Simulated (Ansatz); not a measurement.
Geometry relaxation, with input and output: Pt

- system: Pt (Fm-3m, 1 atom in the cell)
- method: DFT PBE, scalar-relativistic, plane waves, PAW, no spin polarisation (Ansatz 0.2.0)

The structure derives from an entry of the Crystallography Open Database. Figures and captions count atoms from 1; the log counts them from 0 in places.

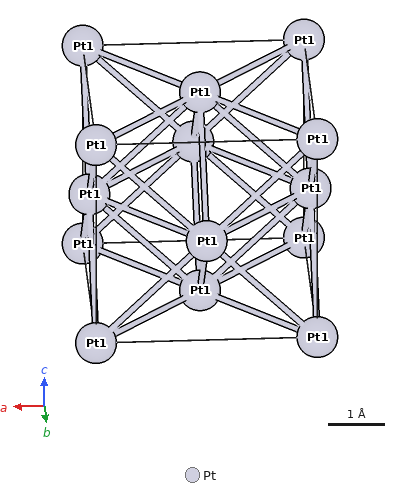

*The input geometry (ball-and-stick view of the cell 4 times as large as that of the calculation, set on its symmetry axes, seen at an oblique angle; atoms are numbered from 1 in the order of the input). An atom can appear more than once, as a periodic image.*

Near neighbours in the periodic cell (some may lie outside the picture): Pt has 12 Pt at 2.81 Å.

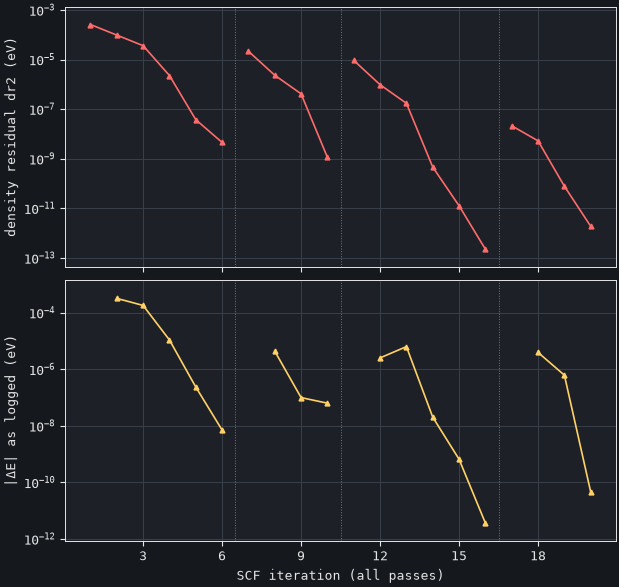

*Convergence of the self-consistent field: density residual dr2 and size of the energy change against the SCF iteration. The dotted lines part the SCF passes of the relaxation: geometry steps, rejected trials and re-solves on a re-selected basis.*

The passes take 6, 4, 6 and 4 iterations.

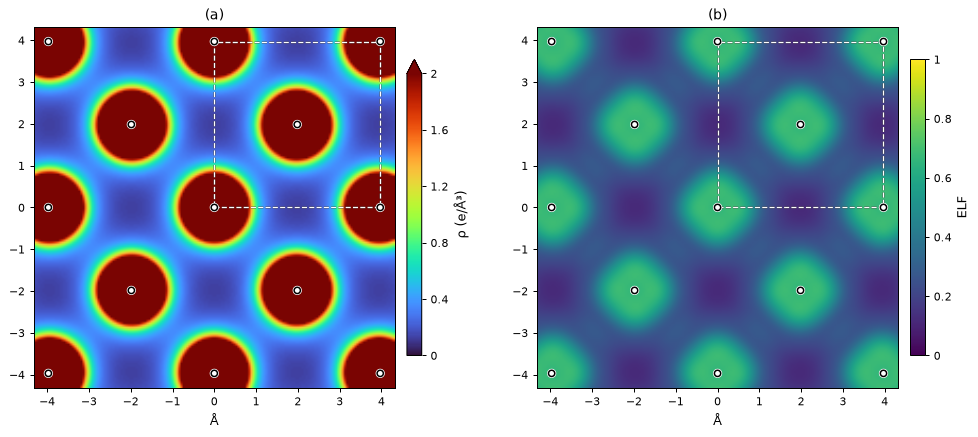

*(a) valence electron density; (b) electron localisation function on the (100) plane of the conventional cell. Circles mark the nuclei in the plane (Pt).*

Pt–Pt (2.81 Å): ρ is about 0.35 e/Å³ halfway; the ELF is about 0.30 at the midpoint; no localised pair between them. Away from the nuclei the density in this plane falls to 0.13 e/Å³ at its lowest. The strong features right at Pt lie inside the PAW spheres (semicore, d or f shells) and say nothing about bonding. In a PAW calculation such maps are meaningful between the atoms, not at the nuclei.

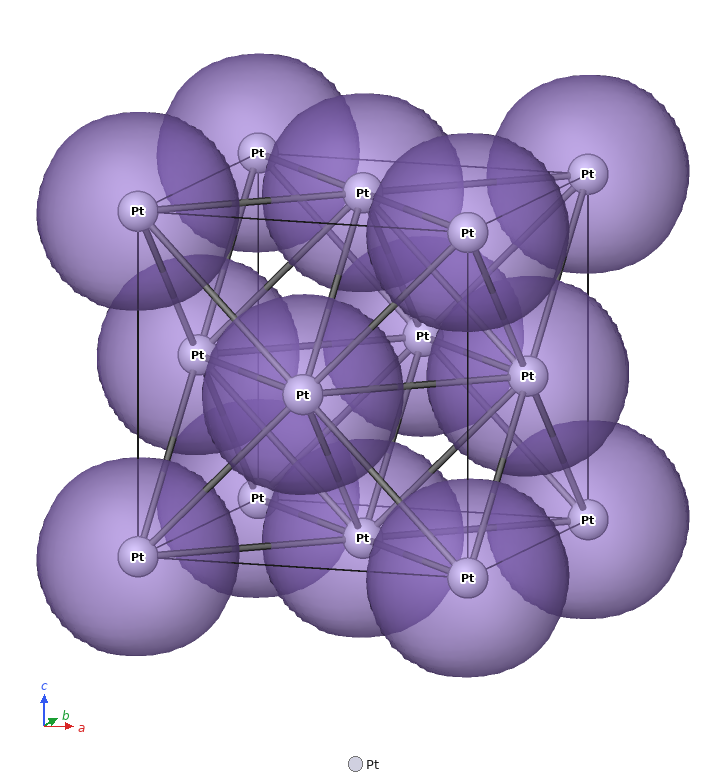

*Isosurface of the valence charge density (pseudo) at 0.5 e/Å³ (purple), seen slightly off an axis. Sticks mark near contacts. The outline is the cell set on symmetry axes.*

At this value the density breaks into separate islands; it holds about 85 % of the electrons treated as valence (semicore included). It is pinched off along the Pt–Pt (2.81 Å) contacts. On the grid the lowest density along these lines, outside the cores, is 0.35 e/Å³ (Pt–Pt, 2.81 Å).

The input that produced these results follows, with the program's output.

The input
```yaml
crystal:
  lattice:
    - [0.0, 1.9836410152, 1.9836410152]
    - [1.9836410152, 0.0, 1.9836410152]
    - [1.9836410152, 1.9836410152, 0.0]
  atoms:
    - { symbol: Pt, position: [0.0, 0.0, 0.0] }
basis:
  ecutwfc: 420
kpoints:
  mp_grid: { grid: [18, 18, 18] }
hamiltonian:
  xc: pbe
scf:
  occupations: { method: gaussian, width: 0.1 }
output:
  forces: true
  stress: true
  eigenvalues: true
  write_density: true
  write_potential: true
  elf: true
  volumetric_format: npy
relax:
  adjacent_minimum: "off"
  f_tol: 0.005
  max_steps: 80
  cell: { stress_tol: 0.05 }
```

Command:
```bash
ansatz run input.yaml --threads 4 --pin off --max-ram 10240MiB --backend cpu --events-out ev --progress --plain --runs-dir out
```

What the program printed
```
Engine: ansatz 0.2.0, aarch64-unknown-linux-gnu
Pseudopotentials: kind: paw
Pseudopotential: Pt, paw, valence charge 18, recommended cutoff 420 eV (normal), Pt.paw.azcp
Functional definition: PBE
  parameter kappa = 0.804
  parameter beta = 0.06672455060314922
  exchange = pbe_x(kappa = kappa, mu = beta*pi^2/3)
  correlation = pbe_c(beta = beta)
Crystal: 1 atoms, lattice volume = 15.611 Å³
Basis set: ecut = 420 eV, 307 PW (Γ), exchange–correlation on 40×40×40 points (8 copies of the dense FFT grid, shifted against one another)
Bands: 13, of which v1, the nominal top of the filled ones, is band 9 counted from 1 (8 counted from 0)
Symmetry: 48 space group operations
Space group: Fm-3m (ITA 225), of the structure as read, at distance tolerance 2.5e-5 Å
k-points: 195 of 5832
Non-local potential: Pt, projectors of the file, l = 0: 3, l = 1: 2, l = 2: 2, l = 3: 1
PAW form: soft (Blöchl's): semilocal exchange-correlation on the pseudo side does not see the compensation charge
PAW one-centre angular grid: Pt, 590 points (default); XC on 64 Gauss nodes
Initial density: superposition of atomic densities (neutral atoms: chi_scale 0, normalization atom), corrected by the library's trained network
Initial wavefunctions: pseudopotential atomic-orbital guess
Functional: x = pbe(κ = 0.804, μ = 0.2195149727645171), c = pbe(β = 0.06672455060314922)
SCF iter   1: F=—  HF=-12523.015848 eV  |F-HF|=—  |Δ(HF+E_count)|=         —  Δρ=3.23e-3  dr2=2.60e-4  ethr=1.77e-3  ⟨swp⟩=5.0  Hψ=13808  notcnv=0
preconditioner: auto → none  [metal: Δε(μ)=0.003 eV  Ē_g=13.826 eV  σ=0.100 eV  W_gap=0.02  n_scr=8 (ndim 8)  ℏωp=29.7 eV  f_vac=0.000  D(μ)=2.24/eV (n_scr^D=26)  sad-step TF]
SCF iter   2: F=—  HF=-12523.016171 eV  |F-HF|=—  |Δ(HF+E_count)|=   3.22e-4  Δρ=1.80e-3  dr2=9.73e-5  ethr=1.45e-6  ⟨swp⟩=2.5  Hψ=5565  notcnv=0
SCF iter   3: F=—  HF=-12523.016351 eV  |F-HF|=—  |Δ(HF+E_count)|=   1.81e-4  Δρ=4.78e-4  dr2=3.64e-5  ethr=5.41e-7  ⟨swp⟩=2.0  Hψ=3535  notcnv=0
SCF iter   4: F=—  HF=-12523.016340 eV  |F-HF|=—  |Δ(HF+E_count)|=   1.09e-5  Δρ=1.38e-4  dr2=2.28e-6  ethr=2.02e-7  ⟨swp⟩=2.5  Hψ=3621  notcnv=0
iter 5 did not close the SCF: its close was put off for the readings that it lacked (scf_convergence_deferred on its scf_iter line)
SCF iter   5: F=-12523.016340 eV  HF=-12523.016340 eV  |F-HF|=7.29e-9  |Δ(HF+E_count)|=   2.36e-7  Δρ=2.20e-5  dr2=3.78e-8  ethr=1.27e-8  ⟨swp⟩=2.5  Hψ=3519  notcnv=0
SCF iter   6: F=-12523.016340 eV  HF=-12523.016340 eV  |F-HF|=2.81e-9  |Δ(HF+E_count)|=   7.09e-9  Δρ=5.55e-6  dr2=4.57e-9  ethr=2.10e-10  ⟨swp⟩=4.9  Hψ=13510  notcnv=0
SCF 1 converged in 6 iterations: F = -12523.016340 eV  dr2 = 4.57e-9
  greatest PAW one-centre occupation: 1.000 electrons in one spin orbital (limit 2), on the Pt atom at site 0 (counted from 0), in its partial waves of l = 0
relax step   1: F+E_penalty+E_count = -12523.01634004 eV  Δ(F+E_penalty+E_count) = +0.000e0 eV  max|allowed force component| = 0.000e0 eV/Å  Δτ_max = 0.0000 Å  P = +0.529 GPa  Ω = 15.611 Å³  (6 SCF iters, dr2 threshold 1.00e-7 eV, accepted)
Crystal: 1 atoms, lattice volume = 15.705 Å³
Basis set: ecut = 420 eV, 331 PW (Γ), exchange–correlation on 40×40×40 points (8 copies of the dense FFT grid, shifted against one another)
Initial density: handed on by an earlier stage of this run
Initial wavefunctions: those handed on with the density
iter 1 solved again at ethr=9.17e-8 eV; its pass at ethr=3.10e-3 eV (dr2=1.65e-5 eV) is discarded
SCF iter   1: F=—  HF=-12523.016173 eV  |F-HF|=—  |Δ(HF+E_count)|=         —  Δρ=4.35e-4  dr2=2.17e-5  ethr=9.17e-8  ⟨swp⟩=2.0  Hψ=16172  notcnv=0
preconditioner: auto → none  [metal: Δε(μ)=0.003 eV  Ē_g=13.764 eV  σ=0.100 eV  W_gap=0.02  n_scr=8 (ndim 8)  ℏωp=29.6 eV  f_vac=0.000  D(μ)=2.26/eV (n_scr^D=26)]
SCF iter   2: F=—  HF=-12523.016169 eV  |F-HF|=—  |Δ(HF+E_count)|=   4.36e-6  Δρ=2.06e-4  dr2=2.34e-6  ethr=9.17e-8  ⟨swp⟩=2.0  Hψ=3491  notcnv=0
SCF iter   3: F=—  HF=-12523.016169 eV  |F-HF|=—  |Δ(HF+E_count)|=   9.97e-8  Δρ=8.29e-5  dr2=4.16e-7  ethr=1.30e-8  ⟨swp⟩=2.4  Hψ=4404  notcnv=0
SCF iter   4: F=-12523.016169 eV  HF=-12523.016169 eV  |F-HF|=8.69e-10  |Δ(HF+E_count)|=   6.33e-8  Δρ=5.71e-6  dr2=1.14e-9  ethr=5.56e-10  ⟨swp⟩=7.0  Hψ=12746  notcnv=0
SCF 2 converged in 4 iterations: F = -12523.016169 eV  dr2 = 1.14e-9
relax step   2: F+E_penalty+E_count = -12523.01616907 eV  Δ(F+E_penalty+E_count) = +1.710e-4 eV  max|allowed force component| = 0.000e0 eV/Å  Δτ_max = 0.0000 Å  P = -0.956 GPa  Ω = 15.705 Å³  energy of the carried Pulay correction = -4.230e-5 eV  (4 SCF iters, dr2 threshold 1.00e-7 eV, rejected (line search))
Crystal: 1 atoms, lattice volume = 15.644 Å³
iter 1 solved again at ethr=4.25e-8 eV; its pass at ethr=3.10e-3 eV (dr2=7.64e-6 eV) is discarded
SCF iter   1: F=—  HF=-12523.016383 eV  |F-HF|=—  |Δ(HF+E_count)|=         —  Δρ=2.84e-4  dr2=9.29e-6  ethr=4.25e-8  ⟨swp⟩=2.0  Hψ=16115  notcnv=0
preconditioner: auto → none  [metal: Δε(μ)=0.003 eV  Ē_g=13.804 eV  σ=0.100 eV  W_gap=0.02  n_scr=8 (ndim 8)  ℏωp=29.7 eV  f_vac=0.000  D(μ)=2.25/eV (n_scr^D=26)]
SCF iter   2: F=—  HF=-12523.016386 eV  |F-HF|=—  |Δ(HF+E_count)|=   2.53e-6  Δρ=1.33e-4  dr2=9.73e-7  ethr=4.25e-8  ⟨swp⟩=2.0  Hψ=3483  notcnv=0
SCF iter   3: F=—  HF=-12523.016380 eV  |F-HF|=—  |Δ(HF+E_count)|=   6.33e-6  Δρ=5.35e-5  dr2=1.73e-7  ethr=5.41e-9  ⟨swp⟩=2.5  Hψ=4410  notcnv=0
SCF iter   4: F=—  HF=-12523.016380 eV  |F-HF|=—  |Δ(HF+E_count)|=   2.03e-8  Δρ=3.46e-6  dr2=4.62e-10  ethr=9.61e-10  ⟨swp⟩=1.2  Hψ=2658  notcnv=0
SCF iter   5: F=—  HF=-12523.016380 eV  |F-HF|=—  |Δ(HF+E_count)|=  6.58e-10  Δρ=5.24e-7  dr2=1.27e-11  ethr=2.57e-12  ⟨swp⟩=2.1  Hψ=4272  notcnv=0
SCF iter   6: F=-12523.016380 eV  HF=-12523.016380 eV  |F-HF|=3.64e-12  |Δ(HF+E_count)|=  3.64e-12  Δρ=6.55e-8  dr2=2.25e-13  ethr=1.00e-12  ⟨swp⟩=4.9  Hψ=9059  notcnv=0
SCF 3 converged in 6 iterations: F = -12523.016380 eV  dr2 = 2.25e-13
relax step   3: F+E_penalty+E_count = -12523.01637956 eV  Δ(F+E_penalty+E_count) = -3.952e-5 eV  max|allowed force component| = 0.000e0 eV/Å  Δτ_max = 0.0000 Å  P = -0.005 GPa  Ω = 15.644 Å³  energy of the carried Pulay correction = -1.503e-5 eV  (6 SCF iters, accepted)
Initial wavefunctions: pseudopotential atomic-orbital guess (no wavefunctions were taken with the density)
iter 1 solved again at ethr=3.03e-8 eV; its pass at ethr=3.10e-3 eV (dr2=5.46e-6 eV) is discarded
SCF iter   1: F=—  HF=-12523.016393 eV  |F-HF|=—  |Δ(HF+E_count)|=         —  Δρ=7.94e-5  dr2=2.15e-8  ethr=3.03e-8  ⟨swp⟩=2.9  Hψ=20122  notcnv=0
preconditioner: auto → none  [metal: Δε(μ)=0.003 eV  Ē_g=13.805 eV  σ=0.100 eV  W_gap=0.02  n_scr=8 (ndim 8)  ℏωp=29.7 eV  f_vac=0.000  D(μ)=2.25/eV (n_scr^D=26)]
SCF iter   2: F=—  HF=-12523.016397 eV  |F-HF|=—  |Δ(HF+E_count)|=   3.94e-6  Δρ=3.97e-5  dr2=5.28e-9  ethr=1.20e-10  ⟨swp⟩=1.7  Hψ=3072  notcnv=0
SCF iter   3: F=—  HF=-12523.016398 eV  |F-HF|=—  |Δ(HF+E_count)|=   6.19e-7  Δρ=8.35e-7  dr2=7.80e-11  ethr=2.93e-11  ⟨swp⟩=1.0  Hψ=2535  notcnv=0
SCF iter   4: F=-12523.016398 eV  HF=-12523.016398 eV  |F-HF|=7.28e-12  |Δ(HF+E_count)|=  4.55e-11  Δρ=1.79e-7  dr2=1.89e-12  ethr=1.00e-12  ⟨swp⟩=5.2  Hψ=10043  notcnv=0
SCF 4 converged in 4 iterations: F = -12523.016398 eV  dr2 = 1.89e-12
relax step   4: F+E_penalty+E_count = -12523.01639769 eV  Δ(F+E_penalty+E_count) = -1.813e-5 eV  max|allowed force component| = 0.000e0 eV/Å  Δτ_max = 0.0000 Å  P = -0.006 GPa  Ω = 15.644 Å³  stress off target by 6.02e-3 GPa  SCF on the basis re-selected at this cell (its energy is not comparable with the rows above)  (4 SCF iters)
basis re-selected at this cell: Δ(F+E_penalty+E_count) = -1.813e-5 eV, ΔP = -0.001 GPa vs the last step (what re-selecting the basis moved, of the pressure what is left beyond the Pulay correction that the steps carried, after the strain that the cell walked since its last selection, with what the two solves' SCF thresholds leave and, on support functions, any second-order correction that the steps lacked; it is no measure of the basis error at this ecutwfc). This SCF's stress stands 6.02e-3 GPa from its target on what of the cell is left free (relax.cell.stress_tol is 5.00e-2 GPa) and its largest allowed force component is 0.00e0 eV/Å (relax.f_tol is 5.00e-3 eV/Å): within both
SCF converged after 4 iterations
Free energy (F): -12523.016398 eV
Harris-Foulkes:  -12523.016398 eV  (|F-HF|=7.28e-12)
Internal energy: -12523.005154 eV  (E = F + TS)
E sigma→0 (E₀):  -12523.010776 eV
Entropy (-TS):   -0.011244 eV (-11.244 meV/atom)
Fermi energy:    22.286753 eV
--- Per-component energies (eV) ---
  E_band       = -145.364972
  E_kinetic    = 636.996295
  E_local      = -1509.431911  (includes V_loc(G=0)·N_el)
  E_nonlocal   = 199.798342
  E_hartree    = 559.073836
  E_xc         = -261.598785
  E_vxc        = -302.598835  (∫ρ·V_xc dr)
  E_paw        = -9453.889501  (= ΣΔE_a)
  E_vpaw       = -288.276679  (= ΣTr[D̂ρ^β])
  E_aug_tail   = 0.000204  (compensation charges beyond the density's cutoff)
  E_ewald      = -2693.953634
  E_smearing   = -0.011244  (= −TS)
  E_closure    = -0.000000  (closes the sum)
  Σ components = -12523.016398   (vs F -12523.016398, Δ=0.00e0)
--- Forces (eV/Å), atoms counted from 1 ---
  atom   1  Pt     0.00000000     0.00000000     0.00000000
  max |Σ_I F_I| component: 4.52e-32 eV/Å
--- Stress (GPa, compression-positive) ---
       -0.006016      -0.000000      -0.000000
       -0.000000      -0.006016      -0.000000
       -0.000000      -0.000000      -0.006016
  P = ⅓ Tr σ = -0.0060 GPa (-0.060 kbar)
--- Band table (eV; the first three rows and the last of 195) ---
  k-point 0: bands = ["-76.0912", "-30.1072", "-30.1072", "-30.1072", "12.4572", "18.7028", "18.7028", "18.7028", "20.7368", "20.7368", "36.9934", "41.7316", "41.7316"]
  k-point 1: bands = ["-76.0903", "-30.1199", "-30.1090", "-30.1090", "12.5778", "18.6506", "18.7503", "18.7503", "20.7108", "20.7108", "37.1743", "41.0675", "41.9092"]
  k-point 2: bands = ["-76.0879", "-30.1564", "-30.1143", "-30.1143", "12.9289", "18.5161", "18.8745", "18.8745", "20.6556", "20.6556", "37.6630", "39.6738", "42.4242"]
  k-point 194: bands = ["-76.0543", "-30.4022", "-30.3614", "-30.2663", "16.8751", "17.5765", "18.4265", "20.4797", "22.7455", "29.1891", "29.6787", "31.0385", "34.0139"]
--- Relaxed structure (3 steps of the walk, 2 accepted, 1 SCFs on fresh bases) ---
  F+E_penalty+E_count = -12523.01639769 eV   max|allowed force component| = 0.000e0 eV/Å   (the final SCF, on the basis selected at the relaxed cell)
  cell:  # Å, volume = 15.6440 Å³
    - [7.643058049343386e-35, 1.985056979252268, 1.985056979252268]
    - [1.985056979252268, 0.0, 1.985056979252268]
    - [1.985056979252268, 1.985056979252268, 1.7833802115134566e-34]
  atoms:
    - { symbol: Pt, position: [0.0, 0.0, 0.0] }
```

Trajectory as extended XYZ (Å, eV, eV/Å), 4 frames, from step=1 to step=4
```
1
Lattice="0.0000 1.9836 1.9836 1.9836 0.0000 1.9836 1.9836 1.9836 0.0000" Properties=species:S:1:pos:R:3:forces:R:3 step=1 energy=-12523.01634 pressure_GPa=0.53
Pt    0.0000    0.0000    0.0000    0.0000   0.0000   0.0000
1
Lattice="0.0000 1.9876 1.9876 1.9876 0.0000 1.9876 1.9876 1.9876 0.0000" Properties=species:S:1:pos:R:3:forces:R:3 step=2 energy=-12523.01617 pressure_GPa=-0.96 accepted=F
Pt    0.0000    0.0000    0.0000    0.0000   0.0000   0.0000
1
Lattice="0.0000 1.9851 1.9851 1.9851 0.0000 1.9851 1.9851 1.9851 0.0000" Properties=species:S:1:pos:R:3:forces:R:3 step=3 energy=-12523.01638 pressure_GPa=-0.00
Pt    0.0000    0.0000    0.0000    0.0000   0.0000   0.0000
1
Lattice="0.0000 1.9851 1.9851 1.9851 0.0000 1.9851 1.9851 1.9851 0.0000" Properties=species:S:1:pos:R:3:forces:R:3 step=4 energy=-12523.01640 pressure_GPa=-0.01
Pt    0.0000    0.0000    0.0000    0.0000   0.0000   0.0000
```

Summary

```json
{"quantity": "outcome", "value": "converged"}
{"quantity": "space group (tolerance 0.01 Å)", "value": "Fm-3m (225)"}
{"quantity": "electrons treated", "value": "18"}
{"quantity": "free energy", "value": "−12523.0164 eV"}
{"quantity": "Fermi energy", "value": "22.287 eV"}
{"quantity": "gap on the k-point mesh", "value": "none (metallic)"}
{"quantity": "pressure", "value": "−0.01 GPa"}
{"quantity": "final volume", "value": "15.64 Å³"}
{"quantity": "largest force (length of the vector) at the end", "value": "under 0.001 eV/Å"}
{"quantity": "final cell", "value": "a = 2.807 Å, b = 2.807 Å, c = 2.807 Å, α = 60.00°, β = 60.00°, γ = 60.00°"}
{"quantity": "hardware", "value": "4 threads of Arm Neoverse N1, 98 GiB of memory available, shared host"}
{"quantity": "wall time", "value": "4.6 s (CPU time 16 s)"}
{"quantity": "peak memory", "value": "0.32 GiB"}
```

Remarks

Spin–orbit coupling is left out, which matters for Pt.
